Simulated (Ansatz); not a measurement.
Run report: Ge5H2, geometry relaxation (part 2 of 2)

The same run, continued: Ge5H2 (slab, 7 atoms in the cell); DFT r2SCAN, scalar-relativistic, plane waves, PAW, no spin polarisation (Ansatz 0.2.0); cutoff 500 eV, 7×7×1 k-mesh, Gaussian smearing of 0.05 eV. The structure derives from an entry of the Crystallography Open Database. The input holds or restrains some coordinates. Forces given for the steps count only the free coordinates.

Geometry of the input (Å; fractional positions):
```
4.0128  0.0000  0.0000
0.0000  4.0128  0.0000
0.0000  0.0000  23.5873
H  0.5000  0.8215  0.3604
H  0.5000  0.1785  0.3604
Ge 0.5000  0.5000  0.3990
Ge 0.0000  0.5000  0.4592
Ge 0.0000  0.0000  0.5193
Ge 0.5000  0.0000  0.5795
Ge 0.5000  0.5000  0.6396
```

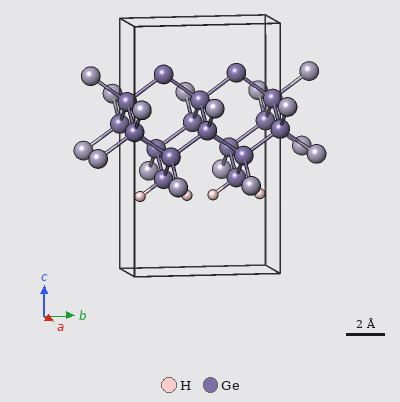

*The geometry at step 2 of the log (ball-and-stick view of the 1 × 2 repeat of the cell, with the vacuum cut short, seen slightly off an axis; neighbours outside the cell are drawn fainter).*

**Log, continued**
```
SCF iter   1: F=—  HF=-21543.923446 eV  |F-HF|=—  |Δ(HF+E_count)|=         —  Δρ=8.46e-5  dr2=2.15e-5  dr2_τ=7.97e-5  ethr=1.01e-6  p=-0.059 e·Å  D=-2.80e-2 V/Å  ΔV_dip=0.66 eV  dr2_dipole=1.02e-6  V_vac-E_F(+/−)=5.39/4.73 eV  ⟨swp⟩=2.0  Hψ=1214  notcnv=0  defer=36
efield: sawtooth ramp at fractional position 0.9500 (handed on by an earlier solve), width 0.1000; the density the first Hamiltonian is built on has a dipole p = -0.059 e·Å; the dipole correction subtracts the counter field D = -2.80e-2 V/Å, which shifts the + side's vacuum level by +0.66 eV against the − side's; the planar-averaged density in the ramp window peaks in size at 3.2e-7 e/Å³
preconditioner: auto → LDOS  [insulator: Δε(μ)=0.113 eV  Ē_g=22.570 eV  σ=0.050 eV  W_gap=0.64  n_scr=58 (ndim 8)  ℏωp=16.2 eV  f_vac=0.620  D(μ)=2.96/eV (n_scr^D=8)  ε∞_Penn≈1.5  β→1.0]
SCF iter   2: F=—  HF=-21543.923555 eV  |F-HF|=—  |Δ(HF+E_count)|=   1.08e-4  Δρ=3.08e-5  dr2=4.60e-6  dr2_τ=4.45e-8  ethr=2.99e-8  p=-0.059 e·Å  D=-2.81e-2 V/Å  ΔV_dip=0.66 eV  dr2_dipole=1.80e-7  V_vac-E_F(+/−)=5.39/4.73 eV  ⟨swp⟩=2.7  Hψ=1291  notcnv=0  defer=36
SCF iter   3: F=—  HF=-21543.923555 eV  |F-HF|=—  |Δ(HF+E_count)|=   7.96e-7  Δρ=1.45e-5  dr2=1.02e-6  dr2_τ=1.28e-8  ethr=6.39e-9  p=-0.059 e·Å  D=-2.81e-2 V/Å  ΔV_dip=0.66 eV  dr2_dipole=1.15e-8  V_vac-E_F(+/−)=5.39/4.73 eV  ⟨swp⟩=2.0  Hψ=1233  notcnv=0  defer=36
SCF iter   4: F=—  HF=-21543.923555 eV  |F-HF|=—  |Δ(HF+E_count)|=   2.46e-7  Δρ=5.18e-6  dr2=1.46e-7  dr2_τ=1.85e-9  ethr=1.42e-9  p=-0.059 e·Å  D=-2.81e-2 V/Å  ΔV_dip=0.66 eV  dr2_dipole=1.52e-8  V_vac-E_F(+/−)=5.39/4.73 eV  ⟨swp⟩=2.0  Hψ=1233  notcnv=0  defer=36
SCF iter   5: F=-21543.923555 eV  HF=-21543.923555 eV  |F-HF|=4.07e-8  |Δ(HF+E_count)|=   2.85e-8  Δρ=2.05e-6  dr2=7.64e-8  dr2_τ=3.09e-10  ethr=1.39e-10  p=-0.059 e·Å  D=-2.81e-2 V/Å  ΔV_dip=0.66 eV  dr2_dipole=1.53e-8  V_vac-E_F(+/−)=5.39/4.73 eV  ⟨swp⟩=9.7  Hψ=2734  notcnv=0
SCF 3 converged in 5 iterations: F = -21543.923555 eV  dr2 = 7.64e-8
relax step   3: F+E_penalty+E_count = -21543.92355509 eV  Δ(F+E_penalty+E_count) = -7.959e-5 eV  max|allowed force component| = 3.433e-3 eV/Å  Δτ_max = 0.0041 Å  (5 SCF iters, accepted)
iter 1 solved again at ethr=1.06e-10 eV; its pass at ethr=3.10e-3 eV (dr2=7.63e-8 eV) is discarded
SCF iter   1: F=—  HF=-21543.923555 eV  |F-HF|=—  |Δ(HF+E_count)|=         —  Δρ=2.05e-6  dr2=7.64e-8  dr2_τ=3.10e-10  ethr=1.06e-10  p=-0.059 e·Å  D=-2.81e-2 V/Å  ΔV_dip=0.66 eV  dr2_dipole=1.53e-8  V_vac-E_F(+/−)=5.39/4.73 eV  ⟨swp⟩=1.0  Hψ=2127  notcnv=0
efield: sawtooth ramp at fractional position 0.9500 (kept from the solve that this one continues, or follows in the run), width 0.1000; the density the first Hamiltonian is built on has a dipole p = -0.059 e·Å; the dipole correction subtracts the counter field D = -2.81e-2 V/Å, which shifts the + side's vacuum level by +0.66 eV against the − side's; the planar-averaged density in the ramp window peaks in size at 3.0e-7 e/Å³
preconditioner: auto → LDOS  [insulator: Δε(μ)=0.112 eV  Ē_g=22.570 eV  σ=0.050 eV  W_gap=0.64  n_scr=58 (ndim 8)  ℏωp=16.2 eV  f_vac=0.620  D(μ)=2.95/eV (n_scr^D=8)  ε∞_Penn≈1.5  β→1.0]
SCF iter   2: F=-21543.923555 eV  HF=-21543.923555 eV  |F-HF|=1.67e-8  |Δ(HF+E_count)|=   2.47e-8  Δρ=1.28e-6  dr2=2.59e-8  dr2_τ=4.26e-11  ethr=1.06e-10  p=-0.059 e·Å  D=-2.81e-2 V/Å  ΔV_dip=0.66 eV  dr2_dipole=3.95e-9  V_vac-E_F(+/−)=5.39/4.73 eV  ⟨swp⟩=5.6  Hψ=2497  notcnv=0
SCF 4 converged in 2 iterations: F = -21543.923555 eV  dr2 = 2.59e-8
SCF converged after 2 iterations
Free energy (F): -21543.923555 eV
Harris-Foulkes:  -21543.923555 eV  (|F-HF|=1.67e-8)
Internal energy: -21543.919873 eV  (E = F + TS)
E sigma→0 (E₀):  -21543.921714 eV
Entropy (-TS):   -0.003682 eV (-0.526 meV/atom)
Fermi energy:    -1.108132 eV
Dipole field:    D = -0.028126 V/Å  (p = -0.059038 e·Å, saw-weighted, corrected)
Work function:   Φ+ = 5.3894 eV   Φ− = 4.7260 eV
Levels:          The Fermi level and band energies are counted from a zero that moves with the ramp; work functions are not
--- Per-component energies (eV) ---
  E_band       = -1422.122436
  E_kinetic    = 577.990410
  E_local      = -67409.664585  (includes V_loc(G=0)·N_el)
  E_nonlocal   = 2099.708333
  E_hartree    = 32636.386515
  E_xc         = -360.774405
  E_vxc        = -361.691739  (∫ρ·V_xc dr)
  E_paw        = -10168.036150  (= ΣΔE_a)
  E_vpaw       = -1622.896649  (= ΣTr[D̂ρ^β])
  E_aug_tail   = -0.000756  (compensation charges beyond the density's cutoff)
  E_vtau       = 20.938397  (kinetic-family band-sum trace: ∫τ·v_τ [+ j·A + Jᵃ·Aᵃ] dr)
  E_efield     = 0.000830  (sawtooth field / dipole correction)
  E_vefield    = 0.711745  (∫n·V_field dr)
  E_ewald      = 21085.898764
  E_core_change = -5.428829  (= ΣΔE_core)
  E_smearing   = -0.003682  (= −TS)
  E_closure    = -0.000000  (closes the sum)
  Σ components = -21543.923555   (vs F -21543.923555, Δ=0.00e0)
--- Forces (eV/Å), atoms counted from 1 ---
  atom   1  H      0.00000000    -0.73327706     0.28250712
  atom   2  H      0.00000000     0.73327706     0.28250712
  atom   3  Ge     0.00000000     0.00000000    -0.35353917
  atom   4  Ge     0.00000000     0.00000000    -0.21409156
  atom   5  Ge     0.00000000     0.00000000     0.00342638
  atom   6  Ge     0.00000000     0.00000000    -0.00231621
  atom   7  Ge     0.00000000     0.00000000     0.00151587
  max |Σ_I F_I| component: 9.55e-6 eV/Å
--- Band table (eV; the first three rows and the last of 16) ---
  k-point 0: bands = ["-26.0567", "-25.9889", "-25.9883", "-25.9773", "-25.9490", "-25.9348", "-25.8563", "-25.8309", "-25.8185", "-25.7818", "-25.7619", "-25.7240", "-25.7231", "-25.7176", "-25.7126", "-25.7121", "-25.6756", "-25.6508", "-25.6317", "-25.6314", "-25.5010", "-25.4996", "-25.4583", "-25.4501", "-25.4042", "-13.3113", "-11.9876", "-10.1027", "-7.5583", "-4.5407", "-3.6266", "-3.1787", "-2.5939", "-1.7389", "-1.3878", "-1.1923", "0.7194", "0.9094", "1.3065", "1.3365", "1.8229", "3.0173", "3.5062", "3.6026"]
  k-point 1: bands = ["-26.0607", "-25.9902", "-25.9900", "-25.9644", "-25.9598", "-25.9201", "-25.8589", "-25.8328", "-25.8224", "-25.7845", "-25.7649", "-25.7296", "-25.7233", "-25.7143", "-25.7134", "-25.7041", "-25.6761", "-25.6500", "-25.6310", "-25.6246", "-25.4993", "-25.4983", "-25.4638", "-25.4590", "-25.3980", "-13.1489", "-11.8590", "-9.9269", "-7.7234", "-5.2082", "-3.9442", "-3.4528", "-3.0465", "-2.2965", "-1.6939", "-0.9317", "0.9806", "1.3272", "1.3685", "2.1301", "2.7576", "3.1260", "3.7649", "4.1106"]
  k-point 2: bands = ["-26.0606", "-26.0009", "-25.9932", "-25.9700", "-25.9414", "-25.8991", "-25.8664", "-25.8330", "-25.8292", "-25.7896", "-25.7712", "-25.7334", "-25.7233", "-25.7154", "-25.7074", "-25.6940", "-25.6771", "-25.6480", "-25.6295", "-25.6168", "-25.5067", "-25.4952", "-25.4685", "-25.4608", "-25.3964", "-12.6839", "-11.5570", "-9.4559", "-8.2209", "-6.5454", "-5.1410", "-4.2436", "-2.6810", "-2.3579", "-1.6410", "-1.4730", "1.0402", "1.3315", "1.4980", "2.5962", "3.4954", "3.9856", "4.2815", "4.9096"]
  k-point 15: bands = ["-26.0544", "-26.0300", "-25.9863", "-25.9664", "-25.9218", "-25.8806", "-25.8668", "-25.8443", "-25.8211", "-25.7887", "-25.7874", "-25.7242", "-25.7210", "-25.7190", "-25.6849", "-25.6822", "-25.6785", "-25.6628", "-25.6371", "-25.6196", "-25.5212", "-25.5010", "-25.4666", "-25.4453", "-25.3962", "-10.5532", "-10.0463", "-9.5090", "-8.9653", "-8.2605", "-6.9432", "-4.2980", "-4.2790", "-3.6833", "-3.5678", "-1.7339", "-1.1951", "1.4080", "1.9194", "2.3729", "2.6836", "4.0963", "4.6168", "5.5025"]
--- Relaxed structure (3 steps of the walk, 3 accepted, 0 SCFs on fresh bases) ---
  F+E_penalty+E_count = -21543.92355509 eV   max|allowed force component| = 3.433e-3 eV/Å
  atoms:
    - { symbol: H, position: [0.5, 0.8214857833, 0.3603634112] }
    - { symbol: H, position: [0.5, 0.1785142167, 0.3603634112] }
    - { symbol: Ge, position: [0.5, 0.5, 0.399040665] }
    - { symbol: Ge, position: [0.0, 0.5, 0.459189646] }
    - { symbol: Ge, position: [0.0, 0.0, 0.5188103541954521] }
    - { symbol: Ge, position: [0.5, 0.0, 0.5789920500621433] }
    - { symbol: Ge, position: [0.5, 0.5, 0.6403679847317002] }
```

**Trajectory as extended XYZ (Å, eV, eV/Å), 3 frames, from step=1 to step=3**
```
7
Lattice="4.0128 0.0000 0.0000 0.0000 4.0128 0.0000 0.0000 0.0000 23.5873" Properties=species:S:1:pos:R:3:forces:R:3 step=1 energy=-21543.92038
H     2.0064    3.2965    8.5000    0.0000  -0.7321   0.2827
H     2.0064    0.7163    8.5000    0.0000   0.7321   0.2827
Ge    2.0064    2.0064    9.4123    0.0000   0.0000  -0.3429
Ge    0.0000    2.0064   10.8310    0.0000   0.0000  -0.1404
Ge    0.0000    0.0000   12.2498    0.0000   0.0000  -0.1048
Ge    2.0064    0.0000   13.6685    0.0000   0.0000  -0.1595
Ge    2.0064    2.0064   15.0873    0.0000   0.0000   0.1825
7
Lattice="4.0128 0.0000 0.0000 0.0000 4.0128 0.0000 0.0000 0.0000 23.5873" Properties=species:S:1:pos:R:3:forces:R:3 step=2 energy=-21543.92347
H     2.0064    3.2965    8.5000    0.0000  -0.7333   0.2824
H     2.0064    0.7163    8.5000    0.0000   0.7333   0.2824
Ge    2.0064    2.0064    9.4123    0.0000   0.0000  -0.3552
Ge    0.0000    2.0064   10.8310    0.0000   0.0000  -0.2229
Ge    0.0000    0.0000   12.2354    0.0000   0.0000   0.0363
Ge    2.0064    0.0000   13.6581    0.0000   0.0000  -0.0039
Ge    2.0064    2.0064   15.1086    0.0000   0.0000  -0.0193
7
Lattice="4.0128 0.0000 0.0000 0.0000 4.0128 0.0000 0.0000 0.0000 23.5873" Properties=species:S:1:pos:R:3:forces:R:3 step=3 energy=-21543.92356
H     2.0064    3.2965    8.5000    0.0000  -0.7333   0.2825
H     2.0064    0.7163    8.5000    0.0000   0.7333   0.2825
Ge    2.0064    2.0064    9.4123    0.0000   0.0000  -0.3535
Ge    0.0000    2.0064   10.8310    0.0000   0.0000  -0.2141
Ge    0.0000    0.0000   12.2373    0.0000   0.0000   0.0034
Ge    2.0064    0.0000   13.6569    0.0000   0.0000  -0.0023
Ge    2.0064    2.0064   15.1046    0.0000   0.0000   0.0014
```

**Summary**

- outcome: converged under the restraints of the input
- electrons treated: 72
- free energy: −21543.9236 eV
- work function, top face: 5.39 eV
- work function, bottom face: 4.73 eV
- Fermi energy: −1.108 eV
- gap on the k-point mesh: none (metallic)
- final volume: 379.82 Å³
- work function (upper face): 5.39 eV
- largest force (length of the vector) at the end, held atoms and coordinates included: 0.786 eV/Å
- hardware: 2 threads of Intel Xeon (Sapphire Rapids), 32 GiB of memory available, shared host
- wall time: 49 s (CPU time 95 s)
- peak memory: 1.2 GiB
